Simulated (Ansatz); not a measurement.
# Geometry relaxation of CdS (part 1 of 2)

- system: CdS (P6₃mc, 4 atoms in the cell)
- method: DFT, PBEsol, plane waves, PAW, no spin polarisation (Ansatz 0.2.0)

The structure derives from a Materials Project entry. Figures and captions count atoms from 1; the log counts them from 0 in places.

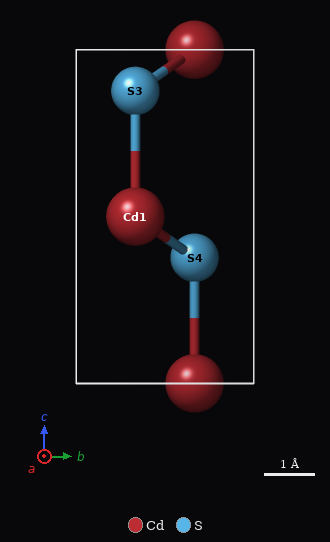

The input geometry (ball-and-stick view of the cell of the calculation, along the a axis; atoms are numbered from 1 in the order of the input). An atom can appear more than once, as a periodic image.

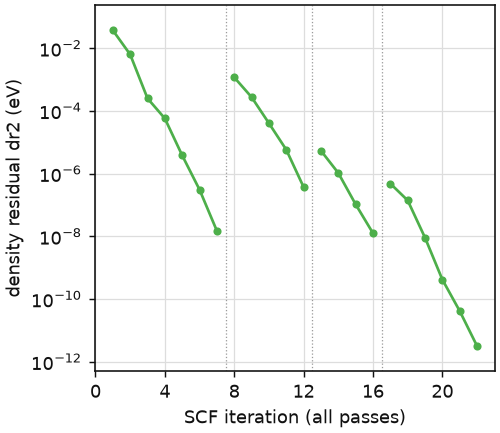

Convergence of the self-consistent field: density residual dr2 against the SCF iteration. The dotted lines part the SCF passes of the relaxation: geometry steps, rejected trials and re-solves on a re-selected basis. The passes take 7, 5, 4 and 6 iterations.

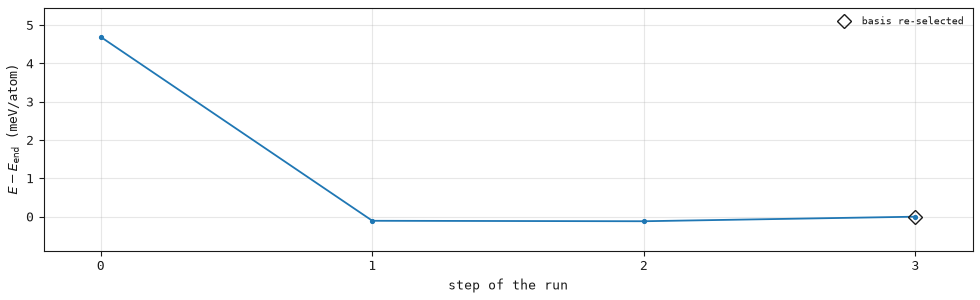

Progress of the relaxation, step by step (the first geometry is step 0 here and step 1 in the log).

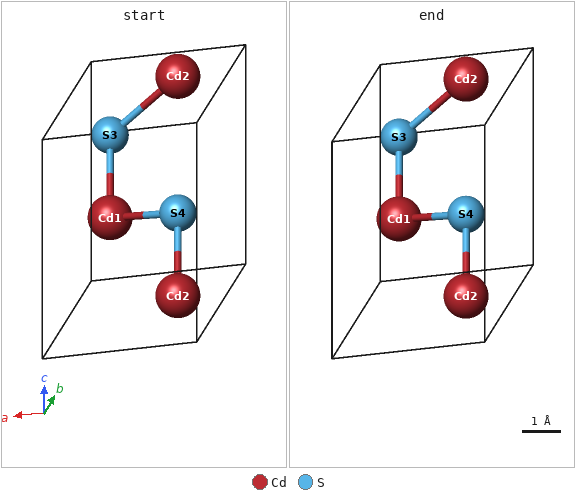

Before (left) and after (right) the relaxation, at one scale (ball-and-stick view of the cell of the calculation, seen at an oblique angle). Over 2 geometry steps the energy falls by 4.8 meV per atom. The largest force component goes from 0.0041 to 0.00026 eV/Å. The pressure goes from −1.82 to −0.01 GPa. The atoms keep their places relative to the cell (all moves are under 0.005 Å). The volume changes by −3.1 %, with a = b 4.169 → 4.125 Å (−1.1 %), c 6.780 → 6.708 Å (−1.1 %). Distances before and after: Cd1–S4 2.548 → 2.521 Å, Cd1–S3 2.553 → 2.526 Å. The space group stays P6_3mc (No. 186). A last SCF at the same geometry on a re-selected plane-wave basis shifts the energy by +0.1 meV per atom. (Atoms are counted from 1 in the order of the input.)

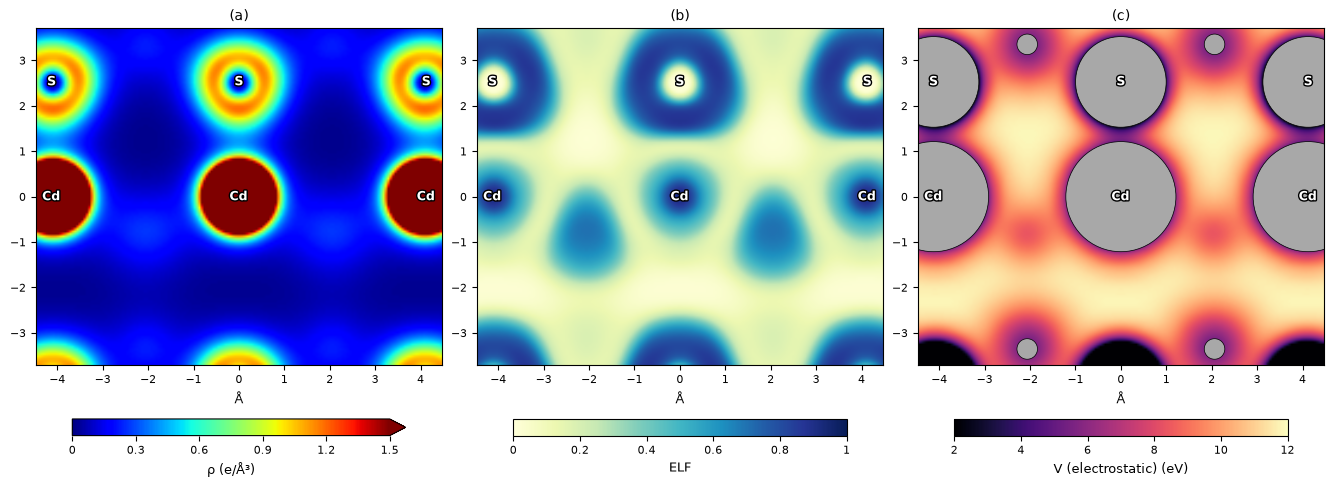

(a) valence charge density (pseudo); (b) ELF; (c) electrostatic potential energy of an electron on the (100) plane of the conventional cell. Grey discs, where drawn, cover atomic cores. The section cuts through Cd and S sites. Cd–S (2.53 Å): the density is about 0.42 e/Å³ at the midpoint; the ELF is about 0.35 at the midpoint. Away from the nuclei the density in this plane falls to 0.02 e/Å³ at its lowest. The strong features right at Cd lie inside the PAW spheres (semicore, d or f shells) and say nothing about bonding. Outside the cores the potential energy rises away from the atoms and is highest about 2.3 Å from the nearest atoms; outside the discs it spans about 9 eV, and its zero is arbitrary. The fields are those of the smooth PAW valence density.

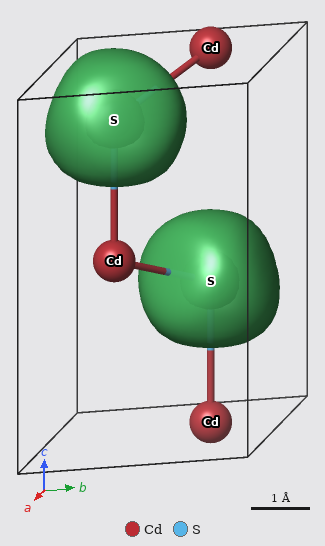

Isosurface of the ELF at 0.65 (green), seen slightly off an axis. Only the valence region is drawn (cores and ρ < 0.01 e/Å³ removed). Sticks mark near contacts. The outline is the cell set on symmetry axes. Profiles from the grid: Cd–S (2.52 Å): the ELF is about 0.30 at the midpoint.

The input that produced these results follows, with the program's output.

**Input**
```yaml
crystal:
  lattice:
    - [4.1688380995, 0.0, 0.0]
    - [-2.0844190498, 3.6103196984, 0.0]
    - [0.0, 0.0, 6.77961741]
  atoms:
    - { symbol: Cd, position: [0.66666667, 0.33333333, 0.50022437] }
    - { symbol: Cd, position: [0.33333333, 0.66666667, 0.00022437] }
    - { symbol: S, position: [0.66666667, 0.33333333, 0.87677563] }
    - { symbol: S, position: [0.33333333, 0.66666667, 0.37677563] }
kpoints:
  mp_grid: { grid: [6, 6, 4] }
hamiltonian:
  xc: pbesol
scf:
  occupations: { method: fermi_dirac, width: 0.03 }
relax:
  f_tol: 0.01
  cell: {}
  max_steps: 120
output:
  write_density: true
  write_potential: true
  elf: true
  volumetric_format: npy
```

Run as:
```bash
ansatz run input.yaml --threads 2 --pin off --max-ram 2211MiB --backend cpu --events-out ev --progress --plain --runs-dir out
```

**Log**
```
Engine: ansatz 0.2.0, aarch64-unknown-linux-gnu
Pseudopotentials: kind: paw
Pseudopotential: Cd, paw, valence charge 20, recommended cutoff 420 eV (normal), Cd.paw.azcp
Pseudopotential: S, paw, valence charge 6, recommended cutoff 420 eV (normal), S.paw.azcp
Functional definition: PBEsol
  exchange = pbesol_x
  correlation = pbesol_c
Crystal: 4 atoms, lattice volume = 102.039 Å³
Basis set: ecut = 420 eV, 1985 PW (Γ), exchange–correlation on 60×60×96 points (8 copies of the dense FFT grid, shifted against one another)
Bands: 32, of which v1, the nominal top of the filled ones, is band 26 counted from 1 (25 counted from 0)
Symmetry: 12 space group operations
Space group: P63mc (ITA 186), of the structure as read, at distance tolerance 4.7e-5 Å
k-points: 21 of 144 (time reversal used)
Non-local potential: Cd, projectors of the file, l = 0: 3, l = 1: 2, l = 2: 2, l = 3: 1
Non-local potential: S, projectors of the file, l = 0: 2, l = 1: 2, l = 2: 2
PAW form: soft (Blöchl's): semilocal exchange-correlation on the pseudo side does not see the compensation charge
PAW frozen core: Cd, regenerated for the run's functional, and the local potential with it (the file was generated under x = pbe(κ = 0.804, μ = 0.2195149727645171), c = pbe(β = 0.06672455060314922))
PAW frozen core: S, regenerated for the run's functional, and the local potential with it (the file was generated under x = pbe(κ = 0.804, μ = 0.2195149727645171), c = pbe(β = 0.06672455060314922))
PAW one-centre angular grid: Cd, 590 points (default); XC on 64 Gauss nodes
PAW one-centre angular grid: S, 110 points (default); XC on 64 Gauss nodes
Initial density: superposition of atomic densities (neutral atoms: chi_scale 0, normalization atom), corrected by the library's trained network
Initial wavefunctions: pseudopotential atomic-orbital guess
Functional: x = pbesol(κ = 0.804, μ = 0.12345679012345678), c = pbesol(β = 0.046)
SCF iter   1: F=—  HF=-18140.442349 eV  |F-HF|=—  |Δ(HF+E_count)|=         —  Δρ=5.16e-3  dr2=3.72e-2  ethr=1.77e-3  ⟨swp⟩=6.2  Hψ=2720  notcnv=0
preconditioner: auto → Resta (q_TF=auto, 2.438 Å⁻¹)  ε∞=4.7  [insulator: Δε(μ)=0.953 eV  Ē_g=11.416 eV  σ=0.030 eV  W_gap=1.00  n_scr=22 (ndim 8)  ℏωp=22.1 eV  f_vac=0.135  D(μ)=0.00/eV (n_scr^D=0)  ε∞_Penn≈4.7]
SCF iter   2: F=—  HF=-18140.433070 eV  |F-HF|=—  |Δ(HF+E_count)|=   9.28e-3  Δρ=1.96e-3  dr2=6.29e-3  ethr=7.16e-5  ⟨swp⟩=2.7  Hψ=1217  notcnv=0  defer=36
SCF iter   3: F=—  HF=-18140.431495 eV  |F-HF|=—  |Δ(HF+E_count)|=   1.57e-3  Δρ=4.60e-4  dr2=2.50e-4  ethr=1.21e-5  ⟨swp⟩=2.0  Hψ=983  notcnv=0  defer=36
SCF iter   4: F=—  HF=-18140.431570 eV  |F-HF|=—  |Δ(HF+E_count)|=   7.43e-5  Δρ=1.95e-4  dr2=5.71e-5  ethr=4.81e-7  ⟨swp⟩=2.9  Hψ=1044  notcnv=0  defer=36
SCF iter   5: F=—  HF=-18140.431627 eV  |F-HF|=—  |Δ(HF+E_count)|=   5.77e-5  Δρ=5.17e-5  dr2=3.78e-6  ethr=1.10e-7  ⟨swp⟩=2.5  Hψ=1072  notcnv=0  defer=36
SCF iter   6: F=—  HF=-18140.431635 eV  |F-HF|=—  |Δ(HF+E_count)|=   7.84e-6  Δρ=1.49e-5  dr2=3.05e-7  ethr=7.27e-9  ⟨swp⟩=2.0  Hψ=1014  notcnv=0  defer=36
SCF iter   7: F=-18140.431636 eV  HF=-18140.431636 eV  |F-HF|=3.93e-8  |Δ(HF+E_count)|=   6.71e-7  Δρ=3.16e-6  dr2=1.48e-8  ethr=1.92e-10  ⟨swp⟩=8.3  Hψ=3913  notcnv=0
SCF 1 converged in 7 iterations: F = -18140.431636 eV  dr2 = 1.48e-8
  greatest PAW one-centre occupation: 1.000 electrons in one spin orbital (limit 2), on the Cd atom at site 1 (counted from 0), in its partial waves of l = 0
relax step   1: F+E_penalty+E_count = -18140.43163593 eV  Δ(F+E_penalty+E_count) = +0.000e0 eV  max|allowed force component| = 4.114e-3 eV/Å  Δτ_max = 0.0000 Å  P = -1.819 GPa  Ω = 102.039 Å³  (7 SCF iters, dr2 threshold 1.00e-7 eV, accepted)
Crystal: 4 atoms, lattice volume = 98.634 Å³
Basis set: ecut = 420 eV, 1943 PW (Γ), exchange–correlation on 60×60×96 points (8 copies of the dense FFT grid, shifted against one another)
Initial density: handed on by an earlier stage of this run
Initial wavefunctions: those handed on with the density
iter 1 solved again at ethr=2.04e-6 eV; its pass at ethr=3.10e-3 eV (dr2=1.06e-3 eV) is discarded
SCF iter   1: F=—  HF=-18140.451097 eV  |F-HF|=—  |Δ(HF+E_count)|=         —  Δρ=9.81e-4  dr2=1.17e-3  ethr=2.04e-6  ⟨swp⟩=2.5  Hψ=3499  notcnv=0
preconditioner: auto → Resta (q_TF=auto, 2.452 Å⁻¹)  ε∞=4.7  [insulator: Δε(μ)=1.104 eV  Ē_g=11.588 eV  σ=0.030 eV  W_gap=1.00  n_scr=22 (ndim 8)  ℏωp=22.4 eV  f_vac=0.108  D(μ)=0.00/eV (n_scr^D=0)  ε∞_Penn≈4.7]
SCF iter   2: F=—  HF=-18140.450843 eV  |F-HF|=—  |Δ(HF+E_count)|=   2.54e-4  Δρ=4.32e-4  dr2=2.74e-4  ethr=2.04e-6  ⟨swp⟩=2.1  Hψ=820  notcnv=0
SCF iter   3: F=—  HF=-18140.450808 eV  |F-HF|=—  |Δ(HF+E_count)|=   3.51e-5  Δρ=1.74e-4  dr2=4.03e-5  ethr=5.27e-7  ⟨swp⟩=2.0  Hψ=783  notcnv=0
SCF iter   4: F=—  HF=-18140.450824 eV  |F-HF|=—  |Δ(HF+E_count)|=   1.58e-5  Δρ=6.81e-5  dr2=5.75e-6  ethr=7.75e-8  ⟨swp⟩=2.4  Hψ=1105  notcnv=0
SCF iter   5: F=-18140.450829 eV  HF=-18140.450828 eV  |F-HF|=9.80e-7  |Δ(HF+E_count)|=   3.69e-6  Δρ=1.93e-5  dr2=3.70e-7  ethr=7.69e-10  ⟨swp⟩=6.1  Hψ=4302  notcnv=0
SCF 2 converged in 5 iterations: F = -18140.450829 eV  dr2 = 3.70e-7
relax step   2: F+E_penalty+E_count = -18140.45082863 eV  Δ(F+E_penalty+E_count) = -1.919e-2 eV  max|allowed force component| = 9.095e-4 eV/Å  Δτ_max = 0.0005 Å  P = +0.120 GPa  Ω = 98.634 Å³  energy of the carried Pulay correction = +4.729e-4 eV  (5 SCF iters, dr2 threshold 4.00e-7 eV, accepted)
Crystal: 4 atoms, lattice volume = 98.838 Å³
iter 1 solved again at ethr=2.27e-8 eV; its pass at ethr=3.10e-3 eV (dr2=1.18e-5 eV) is discarded
SCF iter   1: F=—  HF=-18140.450867 eV  |F-HF|=—  |Δ(HF+E_count)|=         —  Δρ=7.48e-5  dr2=5.34e-6  ethr=2.27e-8  ⟨swp⟩=2.1  Hψ=3090  notcnv=0
preconditioner: auto → Resta (q_TF=auto, 2.451 Å⁻¹)  ε∞=4.7  [insulator: Δε(μ)=1.092 eV  Ē_g=11.583 eV  σ=0.030 eV  W_gap=1.00  n_scr=22 (ndim 8)  ℏωp=22.4 eV  f_vac=0.114  D(μ)=0.00/eV (n_scr^D=0)  ε∞_Penn≈4.7]
SCF iter   2: F=—  HF=-18140.450876 eV  |F-HF|=—  |Δ(HF+E_count)|=   8.37e-6  Δρ=3.39e-5  dr2=1.04e-6  ethr=1.03e-8  ⟨swp⟩=2.1  Hψ=814  notcnv=0
SCF iter   3: F=—  HF=-18140.450876 eV  |F-HF|=—  |Δ(HF+E_count)|=   9.34e-8  Δρ=1.12e-5  dr2=1.04e-7  ethr=2.01e-9  ⟨swp⟩=2.0  Hψ=790  notcnv=0
SCF iter   4: F=-18140.450876 eV  HF=-18140.450876 eV  |F-HF|=5.64e-10  |Δ(HF+E_count)|=   1.55e-8  Δρ=3.09e-6  dr2=1.25e-8  ethr=1.04e-10  ⟨swp⟩=7.0  Hψ=3613  notcnv=0
SCF 3 converged in 4 iterations: F = -18140.450876 eV  dr2 = 1.25e-8
relax step   3: F+E_penalty+E_count = -18140.45087573 eV  Δ(F+E_penalty+E_count) = -4.710e-5 eV  max|allowed force component| = 2.507e-4 eV/Å  Δτ_max = 0.0003 Å  P = -0.008 GPa  Ω = 98.838 Å³  energy of the carried Pulay correction = +4.441e-4 eV  (4 SCF iters, dr2 threshold 5.43e-8 eV, accepted)
Basis set: ecut = 420 eV, 1943 PW (Γ), exchange–correlation on 60×60×90 points (8 copies of the dense FFT grid, shifted against one another)
Initial wavefunctions: pseudopotential atomic-orbital guess (no wavefunctions were taken with the density)
iter 1 solved again at ethr=1.27e-7 eV; its pass at ethr=3.10e-3 eV (dr2=6.63e-5 eV) is discarded
```
